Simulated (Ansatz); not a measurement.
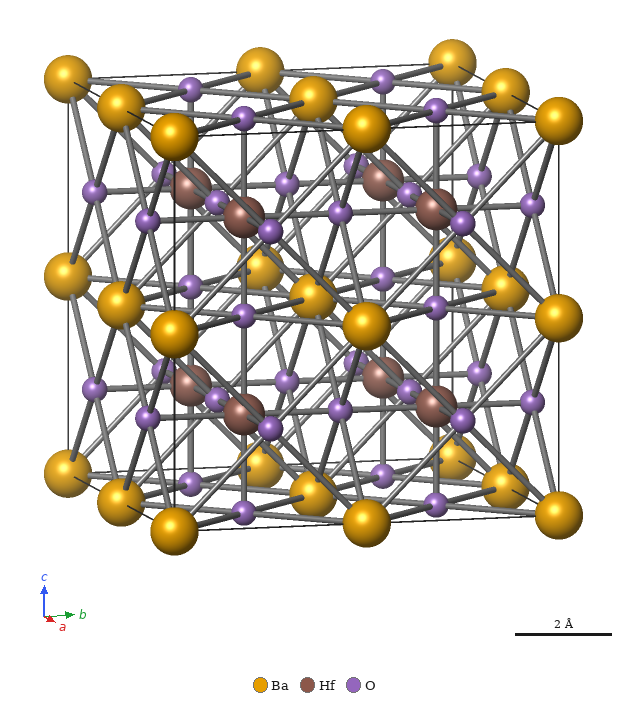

*The structure (ball-and-stick view of the cell of the calculation, seen slightly off an axis).*

# Single-point calculation of Ba₈Hf₈O₂₄

- system: Ba₈Hf₈O₂₄ (Pm-3m, 40 atoms in the cell)
- method: DFT, r2SCAN, PAW, plane waves (Ansatz 0.2.0)

The structure was built on a prototype by a generator; it need not be a known phase.

**Input**
```yaml
crystal:
  lattice:
    - [8.315187, 0.000000, 0.000000]
    - [0.000000, 8.315187, 0.000000]
    - [0.000000, 0.000000, 8.315187]
  atoms:
    - { symbol: Ba, position: [0.000000, 0.000000, 0.000000] }
    - { symbol: Ba, position: [0.000000, 0.000000, 0.500000] }
    - { symbol: Ba, position: [0.000000, 0.500000, 0.000000] }
    - { symbol: Ba, position: [0.000000, 0.500000, 0.500000] }
    - { symbol: Ba, position: [0.500000, 0.000000, 0.000000] }
    - { symbol: Ba, position: [0.500000, 0.000000, 0.500000] }
    - { symbol: Ba, position: [0.500000, 0.500000, 0.000000] }
    - { symbol: Ba, position: [0.500000, 0.500000, 0.500000] }
    - { symbol: Hf, position: [0.250000, 0.250000, 0.250000] }
    - { symbol: Hf, position: [0.250000, 0.250000, 0.750000] }
    - { symbol: Hf, position: [0.250000, 0.750000, 0.250000] }
    - { symbol: Hf, position: [0.250000, 0.750000, 0.750000] }
    - { symbol: Hf, position: [0.750000, 0.250000, 0.250000] }
    - { symbol: Hf, position: [0.750000, 0.250000, 0.750000] }
    - { symbol: Hf, position: [0.750000, 0.750000, 0.250000] }
    - { symbol: Hf, position: [0.750000, 0.750000, 0.750000] }
    - { symbol: O, position: [0.250000, 0.250000, 0.000000] }
    - { symbol: O, position: [0.250000, 0.250000, 0.500000] }
    - { symbol: O, position: [0.250000, 0.750000, 0.000000] }
    - { symbol: O, position: [0.250000, 0.750000, 0.500000] }
    - { symbol: O, position: [0.750000, 0.250000, 0.000000] }
    - { symbol: O, position: [0.750000, 0.250000, 0.500000] }
    - { symbol: O, position: [0.750000, 0.750000, 0.000000] }
    - { symbol: O, position: [0.750000, 0.750000, 0.500000] }
    - { symbol: O, position: [0.000000, 0.250000, 0.250000] }
    - { symbol: O, position: [0.000000, 0.250000, 0.750000] }
    - { symbol: O, position: [0.000000, 0.750000, 0.250000] }
    - { symbol: O, position: [0.000000, 0.750000, 0.750000] }
    - { symbol: O, position: [0.500000, 0.250000, 0.250000] }
    - { symbol: O, position: [0.500000, 0.250000, 0.750000] }
    - { symbol: O, position: [0.500000, 0.750000, 0.250000] }
    - { symbol: O, position: [0.500000, 0.750000, 0.750000] }
    - { symbol: O, position: [0.250000, 0.000000, 0.250000] }
    - { symbol: O, position: [0.250000, 0.000000, 0.750000] }
    - { symbol: O, position: [0.250000, 0.500000, 0.250000] }
    - { symbol: O, position: [0.250000, 0.500000, 0.750000] }
    - { symbol: O, position: [0.750000, 0.000000, 0.250000] }
    - { symbol: O, position: [0.750000, 0.000000, 0.750000] }
    - { symbol: O, position: [0.750000, 0.500000, 0.250000] }
    - { symbol: O, position: [0.750000, 0.500000, 0.750000] }
  symmetry: { detect: false }
kpoints:
  mp_grid: { grid: [1, 1, 1], shift: [0.25, 0.25, 0.25] }
hamiltonian:
  xc: r2scan
scf:
  occupations: { method: fermi_dirac, width: 0.01 }
output:
  forces: true
  eigenvalues: true
  populations: true
  eigenstates: { kpoints: [[0.25, 0.25, 0.25]], e_range: [-6.0, 6.0], localisation: true }
```

Hardware: 7 CPU threads, shared host.

**The program's output**
```
Pseudopotentials: kind: paw
Functional definition: r2SCAN
  parameter k0 = 0.174
  parameter k1 = 0.065
  parameter a1 = 4.9479
  exchange = r2scan_x(k0 = k0, k1 = k1, a1 = a1)
  correlation = r2scan_c
Crystal: 40 atoms, lattice volume = 574.931 Å³
Basis set: ecut = 500 eV, 14531 PW (Γ), exchange–correlation on 256×256×256 points (64 copies of the dense FFT grid, shifted against one another)
Bands: 260, of which v1, the nominal top of the filled ones, is band 216 counted from 1 (215 counted from 0)
Symmetry: 1 space group operations
k-points: 1
Non-local potential: Ba, projectors of the file, l = 0: 3, l = 1: 2, l = 2: 2, l = 3: 2
Non-local potential: Hf, projectors of the file, l = 0: 3, l = 1: 2, l = 2: 2, l = 3: 3
Non-local potential: O, projectors of the file, l = 0: 2, l = 1: 2, l = 2: 1
PAW form: soft (Blöchl's): semilocal exchange-correlation on the pseudo side does not see the compensation charge
PAW frozen core: Ba, regenerated for the run's functional (the file was generated under x = pbe(κ = 0.804, μ = 0.2195149727645171), c = pbe(β = 0.06672455060314922))
PAW frozen core: Hf, regenerated for the run's functional (the file was generated under x = pbe(κ = 0.804, μ = 0.2195149727645171), c = pbe(β = 0.06672455060314922))
PAW frozen core: O, regenerated for the run's functional (the file was generated under x = pbe(κ = 0.804, μ = 0.2195149727645171), c = pbe(β = 0.06672455060314922))
PAW one-centre angular grid: Ba, 302 points (default); XC on 160 Gauss nodes
PAW one-centre angular grid: Hf, 974 points (default); XC on 160 Gauss nodes
PAW one-centre angular grid: O, 302 points (default); XC on 160 Gauss nodes
Initial density: superposition of atomic densities (neutral atoms: chi_scale 0, normalization atom), corrected by the library's trained network
Initial wavefunctions: pseudopotential atomic-orbital guess
Functional: x = r2scan, c = r2scan; τ floored in thin density (d = 2e-4 eV/Å³)
SCF iter   1: F=—  HF=-187309.061825 eV  |F-HF|=—  |Δ(HF+E_count)|=         —  Δρ=9.30e-3  dr2=5.19e-1  dr2_τ=1.93e0  ethr=1.77e-3  ⟨swp⟩=6.0  Hψ=962  notcnv=0  defer=6
preconditioner: auto → Resta (q_TF=auto, 2.601 Å⁻¹)  ε∞=4.1  [insulator: Δε(μ)=5.191 eV  Ē_g=17.992 eV  σ=0.010 eV  W_gap=1.00  n_scr=170 (ndim 8)  ℏωp=31.6 eV  f_vac=0.007  D(μ)=0.00/eV (n_scr^D=0)  ε∞_Penn≈4.1]
SCF iter   2: F=—  HF=-187309.945832 eV  |F-HF|=—  |Δ(HF+E_count)|=   8.84e-1  Δρ=4.69e-3  dr2=1.03e-1  dr2_τ=1.56e-2  ethr=1.20e-4  ⟨swp⟩=3.0  Hψ=523  notcnv=0  defer=38
SCF iter   3: F=—  HF=-187309.928941 eV  |F-HF|=—  |Δ(HF+E_count)|=   1.69e-2  Δρ=2.83e-3  dr2=2.25e-2  dr2_τ=3.95e-3  ethr=2.38e-5  ⟨swp⟩=2.0  Hψ=363  notcnv=0  defer=38
SCF iter   4: F=—  HF=-187309.924533 eV  |F-HF|=—  |Δ(HF+E_count)|=   4.41e-3  Δρ=7.18e-4  dr2=3.14e-3  dr2_τ=6.12e-4  ethr=5.20e-6  ⟨swp⟩=3.0  Hψ=448  notcnv=0  defer=38
SCF iter   5: F=—  HF=-187309.924079 eV  |F-HF|=—  |Δ(HF+E_count)|=   4.54e-4  Δρ=2.23e-4  dr2=1.40e-4  dr2_τ=2.69e-5  ethr=7.26e-7  ⟨swp⟩=2.0  Hψ=444  notcnv=0  defer=38
SCF iter   6: F=—  HF=-187309.924086 eV  |F-HF|=—  |Δ(HF+E_count)|=   7.17e-6  Δρ=4.42e-5  dr2=8.63e-6  dr2_τ=1.02e-6  ethr=3.25e-8  ⟨swp⟩=2.0  Hψ=406  notcnv=0  defer=38
SCF iter   7: F=—  HF=-187309.925058 eV  |F-HF|=—  |Δ(HF+E_count)|=   9.72e-4  Δρ=1.65e-5  dr2=1.55e-6  dr2_τ=1.54e-7  ethr=2.00e-9  ⟨swp⟩=2.0  Hψ=436  notcnv=0  defer=38
SCF iter   8: F=—  HF=-187309.925058 eV  |F-HF|=—  |Δ(HF+E_count)|=   2.36e-7  Δρ=6.31e-6  dr2=2.13e-7  dr2_τ=2.13e-8  ethr=3.58e-10  ⟨swp⟩=2.0  Hψ=437  notcnv=0  defer=38
SCF iter   9: F=-187309.925058 eV  HF=-187309.925058 eV  |F-HF|=7.28e-10  |Δ(HF+E_count)|=   8.15e-8  Δρ=9.46e-7  dr2=3.60e-9  dr2_τ=4.03e-10  ethr=2.31e-11  ⟨swp⟩=15.0  Hψ=1644  notcnv=0
SCF 1 converged in 9 iterations: F = -187309.925058 eV  dr2 = 3.60e-9
  greatest PAW one-centre occupation: 0.999 electrons in one spin orbital (limit 2), on the Hf atom at site 9 (counted from 0), in its partial waves of l = 3
NSCF: frozen V_eff on 1 k-points
SCF converged after 9 iterations
Free energy (F): -187309.925058 eV
Harris-Foulkes:  -187309.925058 eV  (|F-HF|=7.28e-10)
Internal energy: -187309.925058 eV  (E = F + TS)
E sigma→0 (E₀):  -187309.925058 eV
Fermi energy:    13.769457 eV
--- Per-component energies (eV) ---
  E_band       = -546.784147
  E_kinetic    = 8988.506255
  E_local      = -63830.523180  (includes V_loc(G=0)·N_el)
  E_nonlocal   = -8389.273616
  E_hartree    = 29127.346974
  E_xc         = -5317.453701
  E_vxc        = -6104.576154  (∫ρ·V_xc dr)
  E_paw        = -101473.634418  (= ΣΔE_a)
  E_vpaw       = 10198.591842  (= ΣTr[D̂ρ^β])
  E_aug_tail   = 0.023364  (compensation charges beyond the density's cutoff)
  E_vtau       = 335.769740  (kinetic-family band-sum trace: ∫τ·v_τ [+ j·A + Jᵃ·Aᵃ] dr)
  E_ewald      = -46417.285656
  E_core_change = 2.368920  (= ΣΔE_core)
  E_smearing   = -0.000000  (= −TS)
  E_closure    = 0.000000  (closes the sum)
  Σ components = -187309.925058   (vs F -187309.925058, Δ=0.00e0)
--- Forces (eV/Å), atoms counted from 1 ---
  atom   1  Ba    -0.00000122     0.00000028    -0.00000254
  atom   2  Ba    -0.00000063     0.00000106     0.00000254
  atom   3  Ba    -0.00000092    -0.00000027    -0.00000095
  atom   4  Ba    -0.00000040    -0.00000104     0.00000092
  atom   5  Ba     0.00000126    -0.00000007    -0.00000256
  atom   6  Ba     0.00000069     0.00000071     0.00000252
  atom   7  Ba     0.00000097     0.00000014    -0.00000097
  atom   8  Ba     0.00000039    -0.00000066     0.00000093
  atom   9  Hf    -0.00000136     0.00000312     0.00000298
  atom  10  Hf     0.00000001    -0.00000034    -0.00000284
  atom  11  Hf     0.00000066    -0.00000319    -0.00000036
  atom  12  Hf    -0.00000075     0.00000067     0.00000041
  atom  13  Hf     0.00000151     0.00000188     0.00000006
  atom  14  Hf    -0.00000004     0.00000002     0.00000000
  atom  15  Hf    -0.00000072    -0.00000157     0.00000073
  atom  16  Hf     0.00000086    -0.00000001    -0.00000043
  atom  17  O      0.00000003     0.00000009    -0.00000246
  atom  18  O     -0.00000001    -0.00000001     0.00000246
  atom  19  O      0.00000008    -0.00000000    -0.00000214
  atom  20  O     -0.00000000    -0.00000000     0.00000215
  atom  21  O      0.00000005     0.00000004    -0.00000212
  atom  22  O      0.00000002    -0.00000006     0.00000209
  atom  23  O      0.00000003     0.00000004    -0.00000199
  atom  24  O     -0.00000002     0.00000003     0.00000198
  atom  25  O     -0.00000067     0.00000003     0.00000005
  atom  26  O     -0.00000030    -0.00000007     0.00000002
  atom  27  O     -0.00000028     0.00000003     0.00000001
  atom  28  O     -0.00000015     0.00000008     0.00000000
  atom  29  O      0.00000068     0.00000005    -0.00000004
  atom  30  O      0.00000035     0.00000001    -0.00000001
  atom  31  O      0.00000030    -0.00000003    -0.00000002
  atom  32  O      0.00000020     0.00000005     0.00000002
  atom  33  O     -0.00000004     0.00000003     0.00000005
  atom  34  O     -0.00000002     0.00000038    -0.00000007
  atom  35  O      0.00000002    -0.00000001    -0.00000001
  atom  36  O      0.00000003    -0.00000037     0.00000001
  atom  37  O      0.00000001     0.00000043    -0.00000001
  atom  38  O     -0.00000001     0.00000052     0.00000001
  atom  39  O     -0.00000000    -0.00000038    -0.00000005
  atom  40  O     -0.00000002    -0.00000053     0.00000007
  max |Σ_I F_I| component: 1.06e-6 eV/Å
--- Band table (eV) ---
  k-point 0: bands = ["-49.9256", "-49.9252", "-49.9252", "-49.9252", "-49.9247", "-49.9247", "-49.9247", "-49.9243", "-18.1810", "-18.1810", "-18.1810", "-18.1762", "-18.1762", "-18.1762", "-18.1727", "-18.1723", "-18.1723", "-18.1723", "-18.1683", "-18.1683", "-18.0733", "-18.0672", "-18.0672", "-18.0668", "-18.0668", "-18.0668", "-18.0638", "-18.0638", "-18.0638", "-18.0619", "-18.0619", "-18.0619", "-14.3016", "-14.2509", "-14.2509", "-14.2509", "-14.2215", "-14.2215", "-14.2215", "-14.1927",
      "-6.1311", "-6.1311", "-6.1311", "-6.1199", "-5.8734", "-5.8734", "-5.8734", "-5.6389", "-5.6389", "-5.6167", "-5.6167", "-5.6167", "-5.2763", "-5.2137", "-5.2137", "-5.2137", "-5.1899", "-5.1899", "-5.1899", "-5.1411", "-5.1411", "-5.1411", "-5.1278", "-5.1278", "0.5154", "0.5154", "0.6967", "0.7463", "0.7463", "0.7463", "0.8085", "0.8085", "0.8085", "0.8863", "0.8863", "0.8992", "0.8992", "0.8992", "0.9362", "0.9362",
      "0.9362", "1.0342", "1.0342", "1.0342", "1.0614", "1.0989", "1.0989", "1.0989", "1.7333", "1.7396", "1.7396", "1.7396", "1.7429", "1.7429", "1.7429", "1.7465", "1.7465", "1.7476", "1.7476", "1.7476", "1.7685", "1.7685", "1.7690", "1.7690", "1.7690", "1.7695", "1.7713", "1.7722", "1.7727", "1.7727", "1.7727", "1.7768", "1.7768", "1.7768", "1.7769", "1.7769", "1.7769", "1.7780", "1.7780", "1.7780",
      "1.7786", "1.7786", "1.7786", "1.7792", "1.7792", "1.7792", "1.7831", "1.7831", "1.7831", "1.7831", "1.7833", "1.7833", "1.8276", "1.8276", "1.8276", "1.8294", "1.8294", "1.8380", "1.8487", "1.8487", "1.8487", "1.8511", "1.8511", "1.8511", "7.4586", "7.5571", "7.5571", "7.5571", "7.7614", "7.7614", "7.7614", "7.9418", "7.9418", "7.9418", "7.9474", "7.9474", "8.0779", "8.0779", "8.0779", "8.6027",
      "8.8428", "8.8428", "8.8428", "8.9585", "8.9585", "9.0974", "9.0974", "9.0974", "9.1278", "9.1278", "9.1278", "9.1283", "9.2698", "9.2698", "9.2698", "9.3067", "9.3067", "9.3067", "9.4054", "9.4054", "9.4054", "9.5537", "9.5537", "9.8752", "9.8752", "9.9684", "9.9684", "9.9684", "10.2370", "10.2370", "10.2370", "10.4500", "10.4500", "10.4500", "10.4744", "10.4744", "10.4744", "10.4873", "10.5469", "10.6209",
      "10.6209", "10.6209", "10.6322", "10.6322", "10.6322", "10.6938", "10.6938", "10.6938", "10.9631", "10.9631", "11.0974", "11.0974", "11.2008", "11.2008", "11.2008", "11.2491", "16.2965", "16.2965", "16.3670", "16.6499", "16.6499", "16.6499", "17.5463", "17.5463", "17.7816", "17.7816", "17.7816", "17.9830", "17.9830", "17.9830", "18.0585", "18.0585", "18.0585", "18.0847", "18.0847", "18.0847", "18.3651", "18.4750", "18.4750", "18.4750",
      "18.4830", "18.4830", "18.8688", "18.8688", "18.8688", "19.0316", "19.0316", "19.0316", "19.1175", "19.3776", "19.3776", "19.3776", "19.7620", "19.7620", "19.9213", "19.9213", "19.9213", "19.9548", "19.9548", "19.9548"]
--- Löwdin populations: 40 sites ---
  site symbol       q [e]
     0     Ba      8.1787
     1     Ba      8.1787
     2     Ba      8.1787
     3     Ba      8.1787
     4     Ba      8.1787
     5     Ba      8.1787
     6     Ba      8.1787
     7     Ba      8.1787
     8     Hf     24.7499
     9     Hf     24.7499
    10     Hf     24.7499
    11     Hf     24.7499
    12     Hf     24.7499
    13     Hf     24.7499
    14     Hf     24.7499
    15     Hf     24.7499
    16      O      6.9057
    17      O      6.9057
    18      O      6.9057
    19      O      6.9057
    20      O      6.9057
    21      O      6.9057
    22      O      6.9057
    23      O      6.9057
    24      O      6.9057
    25      O      6.9057
    26      O      6.9057
    27      O      6.9057
    28      O      6.9057
    29      O      6.9057
    30      O      6.9057
    31      O      6.9057
    32      O      6.9057
    33      O      6.9057
    34      O      6.9057
    35      O      6.9057
    36      O      6.9057
    37      O      6.9057
    38      O      6.9057
    39      O      6.9057
  spilling = 0.006557 (of n_electrons = 432.000000)
```

**Key numbers**

```csv
quantity,value
outcome,converged
space group (tolerance 0.01 Å),Pm-3m (221)
electrons treated,432
free energy,−187309.9251 eV
Fermi energy,13.769 eV
largest force (length of the vector),under 0.001 eV/Å
wall time,27 s (CPU time 2.7 min)
peak memory,2.4 GiB
```

Spin–orbit coupling is left out, which matters for Hf. The k-point mesh is coarse for a cell of this size, so the results may not be converged.
